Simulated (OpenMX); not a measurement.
## P: 7 runs along one coordinate

System: P (4 atoms in the cell).
Method: Kohn-Sham DFT of a periodic cell, LDA, OpenMX 2013 LDA set, no spin polarisation (OpenMX 3.8.5).

The 7 runs differ only in the geometry, by an even scaling of the cell at fixed fractional positions. The structure derives from a Materials Project entry.

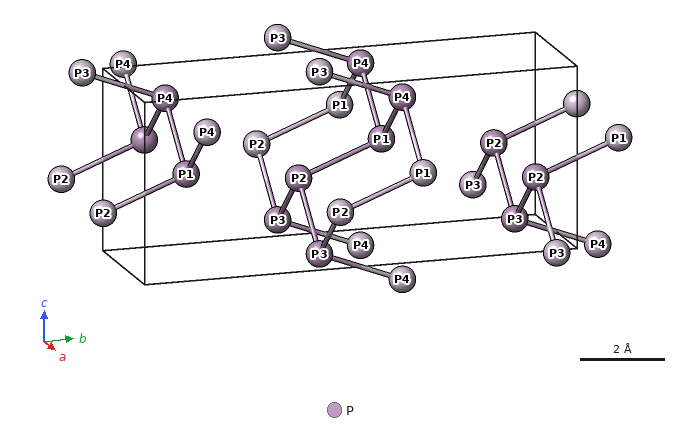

Figure 1. The structure of run 4 (ball-and-stick view of the cell 2 times as large as that of the calculation, set on its symmetry axes, seen slightly off an axis; neighbours outside the cell are drawn fainter; atoms are numbered from 1 in the order of the input). An atom can appear more than once, as a periodic image.

## Input of run 4
```
System.CurrrentDirectory             ./
System.Name                          P
DATA.PATH                            ./DFT_DATA13
level.of.stdout                      1
level.of.fileout                     0
Species.Number                       1
<Definition.of.Atomic.Species
  P   P7.0-s2p2d1f1          P_CA13
Definition.of.Atomic.Species>

Atoms.Number                         4
Atoms.SpeciesAndCoordinates.Unit     FRAC
<Atoms.SpeciesAndCoordinates
    1  P     0.9041431300    0.0958568700    0.5888151700   2.500  2.500
    2  P     0.0958568700    0.9041431300    0.4111848300   2.500  2.500
    3  P     0.5958568700    0.4041431300    0.0888151700   2.500  2.500
    4  P     0.4041431300    0.5958568700    0.9111848300   2.500  2.500
Atoms.SpeciesAndCoordinates>

Atoms.UnitVectors.Unit               Ang
<Atoms.UnitVectors
     1.6477431241   -5.4650377251    0.0000000000
     1.6477431241    5.4650377251    0.0000000000
     0.0000000000    0.0000000000    4.5436355900
Atoms.UnitVectors>

scf.XcType                           LDA
scf.SpinPolarization                 off
scf.ElectronicTemperature            580.226
scf.energycutoff                     300.0
scf.maxIter                          100
scf.EigenvalueSolver                 band
scf.Kgrid                            9 9 7
scf.Mixing.Type                      rmm-diisk
scf.Init.Mixing.Weight               0.05
scf.Min.Mixing.Weight                0.001
scf.Max.Mixing.Weight                0.3
scf.Mixing.History                   25
scf.Mixing.StartPulay                8
scf.criterion                        1.0e-8
scf.stress.tensor                    on
MD.Type                              nomd
Band.dispersion                      on
Band.Nkpath                          12
<Band.kpath
   15   0.000000  0.000000  0.000000    0.272727  0.272727  0.000000  G X
    4   0.272727  0.272727  0.000000    0.000000  0.500000  0.000000  X S
   10   0.000000  0.500000  0.000000    0.000000  0.500000  0.500000  S R
    4   0.000000  0.500000  0.500000    0.272727  0.272727  0.500000  R A
   15   0.272727  0.272727  0.500000    0.000000  0.000000  0.500000  A Z
   10   0.000000  0.000000  0.500000    0.000000  0.000000  0.000000  Z G
    8   0.000000  0.000000  0.000000   -0.500000  0.500000  0.000000  G Y
   12  -0.500000  0.500000  0.000000   -0.272727  0.727273  0.000000  Y X1
   10  -0.272727  0.727273  0.000000   -0.272727  0.727273  0.500000  X1 A1
   12  -0.272727  0.727273  0.500000   -0.500000  0.500000  0.500000  A1 T
   10  -0.500000  0.500000  0.500000   -0.500000  0.500000  0.000000  T Y
    8   0.000000  0.000000  0.500000   -0.500000  0.500000  0.500000  Z T
Band.kpath>
```

Command:
```bash
openmx P.dat -nt 1 > P.std
```

Run 6 has the same physical settings and fractional positions; its lattice vectors (Å) are:
```
   1.669426   -5.536954    0.000000
   1.669426    5.536954    0.000000
   0.000000    0.000000    4.603427
```

## Results, with one run withheld

| run | volume per atom (Å³) | free energy per atom, from the lowest run given (meV) | gap on the mesh (eV) |
| --- | --- | --- | --- |
| 1 | 19.230 | 11.78 | 0.06 |
| 2 | 19.639 | 3.71 | 0.06 |
| 3 | 20.049 | 0.00 | 0.08 |
| 4 | 20.458 | 0.22 | 0.10 |
| 5 | 20.867 | 3.95 | 0.12 |
| 6 | 21.276 | ? | ? |
| 7 | 21.685 | 20.55 | 0.18 |

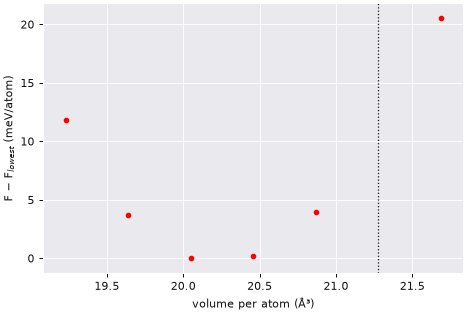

Figure 2. Free energy per atom of the runs given; the dotted line marks run 6.

Fit the runs given and predict run 6.

A cubic polynomial in V^(−2/3) (the Birch–Murnaghan form), fitted to the 6 runs given, misses them by under 0.01 meV per atom. With x = V^(−2/3) − 0.13440 Å⁻², it reads F = −0.30951 − 340.19 x + 5.649e+05 x² + 7.4304e+05 x³ (meV per atom). At run 6 it gives 10.83 meV per atom, and the run itself gives 10.86. The fit has its minimum at 20.228 Å³ per atom, where V d²F/dV² gives 72.3 GPa. Cell shape and fractional positions are held, so this is the stiffness under even scaling; the relaxed bulk modulus wasn't computed. The gap on the mesh goes, without turning, from 0.06 eV in run 1 to 0.18 eV in run 7; run 6 has 0.15 eV. These are gaps of this functional on this mesh, which can miss the band edges; they aren't the measured gap.

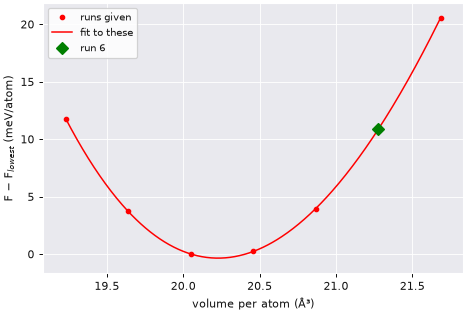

Figure 3. The fit and the withheld run.

## Some lines of the output (run 6)
```
[...]
  Cell_Volume =    574.309509220559 (Bohr^3)
        Total energy (Hartree) at MD = 1
   kloop=0
   kloop=1
   kloop=283
```

Notes: With a small basis of atomic orbitals these values can differ much from converged plane-wave results.
